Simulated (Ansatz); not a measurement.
**WSe2: geometry relaxation (part 2 of 2)**

Continued. System: WSe2 (Fmmm, 6 atoms in the cell). Method: DFT PBE, scalar-relativistic, plane waves, PAW, no spin polarisation (Ansatz 0.2.0); cutoff 420 eV, 4×4×4 k-mesh, Gaussian smearing of 0.1 eV. The structure was built on a prototype by a generator; it need not be a known phase. It belongs to a series of runs on one base structure; here: random cell with space group Fmmm (No. 69).

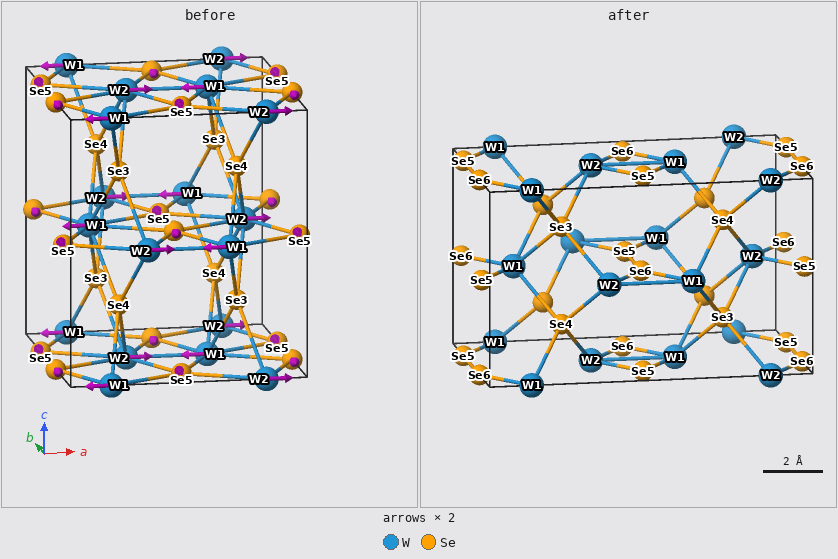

Before (left) and after (right) the relaxation, at one scale (ball-and-stick view of the cell 4 times as large as that of the calculation, set on its symmetry axes, seen slightly off an axis). The pink arrows give the displacements (without the part carried along by the change of the cell), magnified 2 times. The largest moves relative to the cell, 0.47 Å, are those of W1 and W2. Largest moves by element: W 0.47 Å, Se 0.36 Å. Cell: a 8.211 → 11.217 Å (+36.6 %), b 8.253 → 6.767 Å (−18.0 %), c 9.357 → 6.830 Å (−27.0 %). Volume −18.2 %. Distances before and after: W1–Se5 3.024 → 4.410 Å, W1–Se3 3.184 → 2.756 Å, Se5–Se6 2.751 → 2.977 Å, W1–W2 2.824 → 2.913 Å. Bonds break: W1–Se5 (3.02 → 4.41 Å), W1–Se6 (3.02 → 4.41 Å), W2–Se5 (3.02 → 4.41 Å), W2–Se6 (3.02 → 4.41 Å). Among the angles that change: W1–Se4–W1 156.8° → 121.4°, W1–Se5–W2 54.3° → 75.1°, W1–Se4–W2 85.4° → 103.4°. The space group stays Fmmm (No. 69). After 14 geometry steps the energy has fallen by 1133 meV per atom. The largest force component goes from 2.1 to 0.017 eV/Å. Pressure: −16.93 GPa at the start and 0.00 GPa at the end. 1 further SCF at an unchanged geometry re-selected the plane-wave basis for the new cell. The energy change given includes the shifts at the re-selections in mid-walk, which come without any move. A last SCF at the same geometry on a re-selected plane-wave basis shifts the energy by −0.1 meV per atom. (Atoms are counted from 1 in the order of the input.)

```
basis re-selected at this cell: Δ(F+E_penalty+E_count) = -3.926e-4 eV, ΔP = -0.002 GPa vs the last step (what re-selecting the basis moved, of the pressure what is left beyond the Pulay correction that the steps carried, after the strain that the cell walked since its last selection, with what the two solves' SCF thresholds leave and, on support functions, any second-order correction that the steps lacked; it is no measure of the basis error at this ecutwfc). This SCF's stress stands 1.30e-1 GPa from its target on what of the cell is left free (relax.cell.stress_tol is 4.00e-1 GPa) and its largest allowed force component is 1.66e-2 eV/Å (relax.f_tol is 4.00e-2 eV/Å): within both
SCF converged after 5 iterations
Free energy (F): -42645.061716 eV
Harris-Foulkes:  -42645.061716 eV  (|F-HF|=7.64e-10)
Internal energy: -42645.046508 eV  (E = F + TS)
E sigma→0 (E₀):  -42645.054112 eV
Entropy (-TS):   -0.015208 eV (-2.535 meV/atom)
Fermi energy:    12.323836 eV
--- Per-component energies (eV) ---
  E_band       = -1764.382143
  E_kinetic    = 1371.396015
  E_local      = -11072.152487  (includes V_loc(G=0)·N_el)
  E_nonlocal   = -2376.158121
  E_hartree    = 5278.524797
  E_xc         = -947.781253
  E_vxc        = -866.618956  (∫ρ·V_xc dr)
  E_paw        = -24772.382038  (= ΣΔE_a)
  E_vpaw       = 622.103442  (= ΣTr[D̂ρ^β])
  E_aug_tail   = -0.002457  (compensation charges beyond the density's cutoff)
  E_ewald      = -10126.490965
  E_smearing   = -0.015208  (= −TS)
  E_closure    = -0.000000  (closes the sum)
  Σ components = -42645.061716   (vs F -42645.061716, Δ=0.00e0)
--- Forces (eV/Å), atoms counted from 1 ---
  atom   1  W      0.01660512     0.00000000    -0.00000000
  atom   2  W     -0.01660512     0.00000000     0.00000000
  atom   3  Se    -0.00000000     0.00000000     0.00000000
  atom   4  Se     0.00000000     0.00000000    -0.00000000
  atom   5  Se    -0.00000000     0.00903345    -0.00000000
  atom   6  Se     0.00000000    -0.00903345     0.00000000
  max |Σ_I F_I| component: 3.47e-18 eV/Å
--- Stress (GPa, compression-positive) ---
        0.026835      -0.000000       0.000000
       -0.000000       0.108432       0.000000
        0.000000       0.000000      -0.129908
  P = ⅓ Tr σ = 0.0018 GPa (0.018 kbar)
--- Band table (eV; the first three rows and the last of 18) ---
  k-point 0: bands = ["-62.2706", "-62.2564", "-36.0575", "-36.0568", "-36.0565", "-36.0546", "-36.0451", "-36.0447", "-36.0440", "-36.0436", "-36.0397", "-36.0358", "-35.7304", "-35.7282", "-35.7246", "-35.7243", "-35.7138", "-35.7128", "-35.7075", "-35.7052", "-35.6994", "-35.6923", "-26.7387", "-26.5111", "-26.4891", "-26.4726", "-26.4640", "-26.4279", "-2.9207", "-0.8598", "-0.5776", "-0.5472", "5.4234", "6.5333", "6.7746", "6.9776", "7.0559", "8.9175", "9.4059", "9.4093", "10.2515", "10.5451", "10.5857", "10.8051", "11.4890", "11.5288", "12.5810", "12.6888", "12.9106", "14.3070", "14.3824", "14.9445", "15.6301", "15.7031", "16.4726", "16.5304"]
  k-point 1: bands = ["-62.2706", "-62.2565", "-36.0573", "-36.0568", "-36.0562", "-36.0549", "-36.0450", "-36.0446", "-36.0440", "-36.0439", "-36.0391", "-36.0364", "-35.7302", "-35.7284", "-35.7246", "-35.7244", "-35.7148", "-35.7118", "-35.7073", "-35.7054", "-35.6989", "-35.6928", "-26.7373", "-26.5125", "-26.4888", "-26.4742", "-26.4652", "-26.4275", "-2.5814", "-1.0379", "-0.8385", "-0.5848", "5.8981", "6.6733", "6.8290", "7.1902", "7.3875", "8.5826", "8.8702", "9.3104", "9.5113", "9.5961", "10.2898", "11.0101", "11.3447", "11.9443", "12.7138", "13.1473", "13.3982", "13.9601", "14.1723", "14.6416", "15.4284", "16.0390", "16.5181", "17.2478"]
  k-point 2: bands = ["-62.2706", "-62.2565", "-36.0570", "-36.0570", "-36.0555", "-36.0555", "-36.0445", "-36.0445", "-36.0442", "-36.0442", "-36.0378", "-36.0378", "-35.7301", "-35.7285", "-35.7245", "-35.7244", "-35.7154", "-35.7112", "-35.7071", "-35.7057", "-35.6983", "-35.6935", "-26.7358", "-26.5140", "-26.4885", "-26.4761", "-26.4662", "-26.4271", "-1.8023", "-1.6784", "-1.0752", "-0.6342", "6.6387", "6.8402", "6.8679", "7.5698", "7.9191", "8.2002", "8.3179", "8.7371", "8.9039", "9.0837", "10.1756", "10.5729", "11.9096", "12.0062", "12.3003", "13.1480", "13.4960", "13.9819", "13.9982", "14.9684", "15.1806", "15.8301", "17.4690", "18.4147"]
  k-point 17: bands = ["-62.2706", "-62.2565", "-36.0573", "-36.0566", "-36.0563", "-36.0547", "-36.0446", "-36.0445", "-36.0445", "-36.0438", "-36.0387", "-36.0368", "-35.7302", "-35.7284", "-35.7248", "-35.7241", "-35.7137", "-35.7129", "-35.7071", "-35.7056", "-35.6994", "-35.6924", "-26.7357", "-26.5179", "-26.4865", "-26.4738", "-26.4666", "-26.4313", "-1.4157", "-1.1975", "-1.1822", "-1.1521", "5.8170", "6.1425", "7.0659", "7.1120", "7.4092", "8.4995", "8.8953", "8.8971", "9.2723", "9.5710", "10.5518", "10.5692", "11.6101", "11.8965", "12.5220", "12.7412", "12.7898", "13.6765", "14.6439", "14.9453", "15.6334", "16.0510", "18.0297", "18.5395"]
--- Relaxed structure (15 steps of the walk, 15 accepted, 2 SCFs on fresh bases) ---
  F+E_penalty+E_count = -42645.06171599 eV   max|allowed force component| = 1.661e-2 eV/Å   (the final SCF, on the basis selected at the relaxed cell)
  cell:  # Å, volume = 129.6009 Å³
    - [0.0, 3.3833335790938164, 3.4151104284371345]
    - [5.608264760325217, 0.0, 3.4151104284371345]
    - [5.608264760325217, 3.3833335790938164, 0.0]
  atoms:
    - { symbol: W, position: [0.8701341646481017, 0.12986583535189855, 0.12986583535189833] }
    - { symbol: W, position: [0.12986583535189866, 0.8701341646481016, 0.8701341646481014] }
    - { symbol: Se, position: [0.75, 0.75, 0.75] }
    - { symbol: Se, position: [0.25000000000000006, 0.25000000000000006, 0.24999999999999994] }
    - { symbol: Se, position: [0.7199560657620289, 0.28004393423797136, 0.7199560657620286] }
    - { symbol: Se, position: [0.2800439342379717, 0.7199560657620285, 0.28004393423797147] }
```

Trajectory as extended XYZ (Å, eV, eV/Å), 17 frames, from step=1 to step=17
```
6
Lattice="0.0000 4.1263 4.6787 4.1055 0.0000 4.6787 4.1055 4.1263 0.0000" Properties=species:S:1:pos:R:3:forces:R:3 step=1 energy=-42638.26275 pressure_GPa=-16.93
W     1.4121    4.1263    4.6787   -2.1261   0.0000   0.0000
W     6.7989    4.1263    4.6787    2.1261   0.0000   0.0000
Se    6.1582    6.1895    7.0180    0.0000   0.0000   0.0000
Se    2.0527    2.0632    2.3393    0.0000   0.0000   0.0000
Se    4.1055    5.5018    4.6787    0.0000   1.2447   0.0000
Se    4.1055    2.7509    4.6787    0.0000  -1.2447   0.0000
6
Lattice="0.0000 3.9237 4.5603 3.9395 0.0000 4.5603 3.9395 3.9237 0.0000" Properties=species:S:1:pos:R:3:forces:R:3 step=2 energy=-42640.63168 pressure_GPa=-11.30
W     1.2438    3.9237    4.5603   -1.3138   0.0000   0.0000
W     6.6352    3.9237    4.5603    1.3138   0.0000   0.0000
Se    5.9092    5.8855    6.8404    0.0000   0.0000   0.0000
Se    1.9697    1.9618    2.2801    0.0000   0.0000   0.0000
Se    3.9395    5.2966    4.5603    0.0000   1.3926   0.0000
Se    3.9395    2.5508    4.5603    0.0000  -1.3926   0.0000
6
Lattice="0.0000 3.7259 4.4811 3.9007 0.0000 4.4811 3.9007 3.7259 0.0000" Properties=species:S:1:pos:R:3:forces:R:3 step=3 energy=-42641.53530 pressure_GPa=-1.51
W     1.1494    3.7259    4.4811    1.8678   0.0000   0.0000
W     6.6520    3.7259    4.4811   -1.8678   0.0000   0.0000
Se    5.8510    5.5889    6.7217    0.0000   0.0000   0.0000
Se    1.9503    1.8630    2.2406    0.0000   0.0000   0.0000
Se    3.9007    5.1180    4.4811    0.0000   0.4335   0.0000
Se    3.9007    2.3338    4.4811    0.0000  -0.4335   0.0000
6
Lattice="0.0000 3.5253 4.3664 3.9951 0.0000 4.3664 3.9951 3.5253 0.0000" Properties=species:S:1:pos:R:3:forces:R:3 step=4 energy=-42642.03176 pressure_GPa=2.78
W     1.2277    3.5253    4.3664    0.8534   0.0000   0.0000
W     6.7625    3.5253    4.3664   -0.8534   0.0000   0.0000
Se    5.9926    5.2879    6.5495    0.0000   0.0000   0.0000
Se    1.9975    1.7626    2.1832    0.0000   0.0000   0.0000
Se    3.9951    4.8946    4.3664    0.0000  -0.5722   0.0000
Se    3.9951    2.1559    4.3664    0.0000   0.5722   0.0000
6
Lattice="0.0000 3.4692 4.1763 4.1959 0.0000 4.1763 4.1959 3.4692 0.0000" Properties=species:S:1:pos:R:3:forces:R:3 step=5 energy=-42642.44029 pressure_GPa=1.97
W     1.2870    3.4692    4.1763   -0.2448   0.0000   0.0000
W     7.1049    3.4692    4.1763    0.2448   0.0000   0.0000
Se    6.2939    5.2038    6.2644    0.0000   0.0000   0.0000
Se    2.0980    1.7346    2.0881    0.0000   0.0000   0.0000
Se    4.1959    4.7969    4.1763    0.0000   0.5019   0.0000
Se    4.1959    2.1414    4.1763    0.0000  -0.5019   0.0000
6
Lattice="0.0000 3.4068 4.0357 4.3960 0.0000 4.0357 4.3960 3.4068 0.0000" Properties=species:S:1:pos:R:3:forces:R:3 step=6 energy=-42642.89332 pressure_GPa=3.86
W     1.3022    3.4068    4.0357   -0.0563   0.0000   0.0000
W     7.4899    3.4068    4.0357    0.0563   0.0000   0.0000
Se    6.5941    5.1102    6.0535    0.0000   0.0000   0.0000
Se    2.1980    1.7034    2.0178    0.0000   0.0000   0.0000
Se    4.3960    4.7265    4.0357    0.0000   0.5833   0.0000
Se    4.3960    2.0870    4.0357    0.0000  -0.5833   0.0000
6
Lattice="0.0000 3.3456 3.8778 4.6013 0.0000 3.8778 4.6013 3.3456 0.0000" Properties=species:S:1:pos:R:3:forces:R:3 step=7 energy=-42643.34246 pressure_GPa=5.08
W     1.3565    3.3456    3.8778   -0.6351   0.0000   0.0000
W     7.8462    3.3456    3.8778    0.6351   0.0000   0.0000
Se    6.9020    5.0183    5.8167    0.0000   0.0000   0.0000
Se    2.3007    1.6728    1.9389    0.0000   0.0000   0.0000
Se    4.6013    4.6546    3.8778    0.0000   0.9034   0.0000
Se    4.6013    2.0365    3.8778    0.0000  -0.9034   0.0000
6
Lattice="0.0000 3.3467 3.7878 4.8014 0.0000 3.7878 4.8014 3.3467 0.0000" Properties=species:S:1:pos:R:3:forces:R:3 step=8 energy=-42643.83012 pressure_GPa=4.20
W     1.3513    3.3467    3.7878   -0.2505   0.0000   0.0000
W     8.2515    3.3467    3.7878    0.2505   0.0000   0.0000
Se    7.2021    5.0201    5.6817    0.0000   0.0000   0.0000
Se    2.4007    1.6734    1.8939    0.0000   0.0000   0.0000
Se    4.8014    4.6806    3.7878    0.0000   0.6924   0.0000
Se    4.8014    2.0128    3.7878    0.0000  -0.6924   0.0000
6
Lattice="0.0000 3.3827 3.6659 5.0014 0.0000 3.6659 5.0014 3.3827 0.0000" Properties=species:S:1:pos:R:3:forces:R:3 step=9 energy=-42644.32427 pressure_GPa=2.50
W     1.3566    3.3827    3.6659   -0.2626   0.0000   0.0000
W     8.6463    3.3827    3.6659    0.2626   0.0000   0.0000
Se    7.5021    5.0740    5.4989    0.0000   0.0000   0.0000
Se    2.5007    1.6913    1.8330    0.0000   0.0000   0.0000
Se    5.0014    4.7697    3.6659    0.0000   0.5792   0.0000
Se    5.0014    1.9957    3.6659    0.0000  -0.5792   0.0000
6
Lattice="0.0000 3.3935 3.5201 5.2025 0.0000 3.5201 5.2025 3.3935 0.0000" Properties=species:S:1:pos:R:3:forces:R:3 step=10 energy=-42644.69513 pressure_GPa=3.32
W     1.3537    3.3935    3.5201    0.5035   0.0000   0.0000
W     9.0513    3.3935    3.5201   -0.5035   0.0000   0.0000
Se    7.8038    5.0903    5.2801    0.0000   0.0000   0.0000
Se    2.6013    1.6968    1.7600    0.0000   0.0000   0.0000
Se    5.2025    4.8286    3.5201    0.0000  -0.0527   0.0000
Se    5.2025    1.9585    3.5201    0.0000   0.0527   0.0000
6
Lattice="0.0000 3.4169 3.4749 5.4026 0.0000 3.4749 5.4026 3.4169 0.0000" Properties=species:S:1:pos:R:3:forces:R:3 step=11 energy=-42644.81285 pressure_GPa=-0.80
W     1.4448    3.4169    3.4749   -0.4825   0.0000   0.0000
W     9.3605    3.4169    3.4749    0.4825   0.0000   0.0000
Se    8.1039    5.1254    5.2123    0.0000   0.0000   0.0000
Se    2.7013    1.7085    1.7374    0.0000   0.0000   0.0000
Se    5.4026    4.9275    3.4749    0.0000  -0.0621   0.0000
Se    5.4026    1.9063    3.4749    0.0000   0.0621   0.0000
6
Lattice="0.0000 3.4097 3.4368 5.4186 0.0000 3.4368 5.4186 3.4097 0.0000" Properties=species:S:1:pos:R:3:forces:R:3 step=12 energy=-42644.83737 pressure_GPa=-0.18
W     1.3973    3.4097    3.4368    0.1371   0.0000   0.0000
W     9.4400    3.4097    3.4368   -0.1371   0.0000   0.0000
Se    8.1280    5.1145    5.1551    0.0000   0.0000   0.0000
Se    2.7093    1.7048    1.7184    0.0000   0.0000   0.0000
Se    5.4186    4.8804    3.4368    0.0000   0.0575   0.0000
Se    5.4186    1.9390    3.4368    0.0000  -0.0575   0.0000
6
Lattice="0.0000 3.4038 3.4438 5.4170 0.0000 3.4438 5.4170 3.4038 0.0000" Properties=species:S:1:pos:R:3:forces:R:3 step=13 energy=-42644.83967 pressure_GPa=-0.03
W     1.4103    3.4038    3.4438    0.0045   0.0000   0.0000
W     9.4237    3.4038    3.4438   -0.0045   0.0000   0.0000
Se    8.1255    5.1057    5.1658    0.0000   0.0000   0.0000
Se    2.7085    1.7019    1.7219    0.0000   0.0000   0.0000
Se    5.4170    4.8808    3.4438    0.0000  -0.0349   0.0000
Se    5.4170    1.9268    3.4438    0.0000   0.0349   0.0000
6
Lattice="0.0000 3.4038 3.4438 5.4170 0.0000 3.4438 5.4170 3.4038 0.0000" Properties=species:S:1:pos:R:3:forces:R:3 step=14 energy=-42645.00106 pressure_GPa=1.56
W     1.4103    3.4038    3.4438    0.0127   0.0000   0.0000
W     9.4237    3.4038    3.4438   -0.0127   0.0000   0.0000
Se    8.1255    5.1057    5.1658    0.0000   0.0000   0.0000
Se    2.7085    1.7019    1.7219    0.0000   0.0000   0.0000
Se    5.4170    4.8808    3.4438    0.0000  -0.0302   0.0000
Se    5.4170    1.9268    3.4438    0.0000   0.0302   0.0000
6
Lattice="0.0000 3.3816 3.4232 5.5493 0.0000 3.4232 5.5493 3.3816 0.0000" Properties=species:S:1:pos:R:3:forces:R:3 step=15 energy=-42645.05469 pressure_GPa=0.62
W     1.4406    3.3816    3.4232    0.0180   0.0000   0.0000
W     9.6580    3.3816    3.4232   -0.0180   0.0000   0.0000
Se    8.3239    5.0724    5.1349    0.0000   0.0000   0.0000
Se    2.7746    1.6908    1.7116    0.0000   0.0000   0.0000
Se    5.5493    4.8567    3.4232    0.0000   0.0422   0.0000
Se    5.5493    1.9066    3.4232    0.0000  -0.0422   0.0000
6
Lattice="0.0000 3.3833 3.4151 5.6083 0.0000 3.4151 5.6083 3.3833 0.0000" Properties=species:S:1:pos:R:3:forces:R:3 step=16 energy=-42645.06132 pressure_GPa=0.00
W     1.4566    3.3833    3.4151    0.0168   0.0000   0.0000
W     9.7599    3.3833    3.4151   -0.0168   0.0000   0.0000
Se    8.4124    5.0750    5.1227    0.0000   0.0000   0.0000
Se    2.8041    1.6917    1.7076    0.0000   0.0000   0.0000
Se    5.6083    4.8717    3.4151    0.0000   0.0089   0.0000
Se    5.6083    1.8950    3.4151    0.0000  -0.0089   0.0000
6
Lattice="0.0000 3.3833 3.4151 5.6083 0.0000 3.4151 5.6083 3.3833 0.0000" Properties=species:S:1:pos:R:3:forces:R:3 step=17 energy=-42645.06172 pressure_GPa=0.00
W     1.4566    3.3833    3.4151    0.0166   0.0000   0.0000
W     9.7599    3.3833    3.4151   -0.0166   0.0000   0.0000
Se    8.4124    5.0750    5.1227    0.0000   0.0000   0.0000
Se    2.8041    1.6917    1.7076    0.0000   0.0000   0.0000
Se    5.6083    4.8717    3.4151    0.0000   0.0090   0.0000
Se    5.6083    1.8950    3.4151    0.0000  -0.0090   0.0000
```

The run was set up as follows.

Input
```yaml
crystal:
  lattice:
    - [0.0, 4.1263320117, 4.6786943371]
    - [4.1054803308, 0.0, 4.6786943371]
    - [4.1054803308, 4.1263320117, 0.0]
  atoms:
    - { symbol: W, position: [0.8280223413, 0.1719776587, 0.1719776587] }
    - { symbol: W, position: [0.1719776587, 0.8280223413, 0.8280223413] }
    - { symbol: Se, position: [0.75, 0.75, 0.75] }
    - { symbol: Se, position: [0.25, 0.25, 0.25] }
    - { symbol: Se, position: [0.6666666667, 0.3333333333, 0.6666666667] }
    - { symbol: Se, position: [0.3333333333, 0.6666666667, 0.3333333333] }
basis:
  ecutwfc: 420
kpoints:
  mp_grid: { grid: [4, 4, 4] }
hamiltonian:
  xc: pbe
scf:
  occupations: { method: gaussian, width: 0.1 }
  lower_state_search: "off"
output:
  forces: true
  stress: true
  eigenvalues: true
relax:
  adjacent_minimum: "off"
  f_tol: 0.04
  max_steps: 70
  cell: { stress_tol: 0.4 }
```

Command:
```bash
ansatz run input.yaml --threads 1 --pin off --max-ram 2560MiB --backend cpu --events-out ev --progress --plain --runs-dir out
```

Summary

| quantity | value |
| --- | --- |
| outcome | converged |
| space group (tolerance 0.01 Å) | Fmmm (69) |
| electrons treated | 92 |
| free energy | −42645.0617 eV |
| Fermi energy | 12.324 eV |
| gap on the k-point mesh | none (metallic) |
| pressure | 0.00 GPa |
| final volume | 129.60 Å³ |
| largest force (length of the vector) at the end | 0.017 eV/Å |
| final cell | a = 4.807 Å, b = 6.566 Å, c = 6.550 Å, α = 43.00°, β = 68.68°, γ = 68.32° |
| hardware | 1 thread of Intel Xeon @ 2.50GHz (Skylake/Cascade Lake), 189 GiB of memory available, shared host |
| wall time | 7.3 min |
| peak memory | 0.52 GiB |

Spin–orbit coupling is left out, which matters for W.
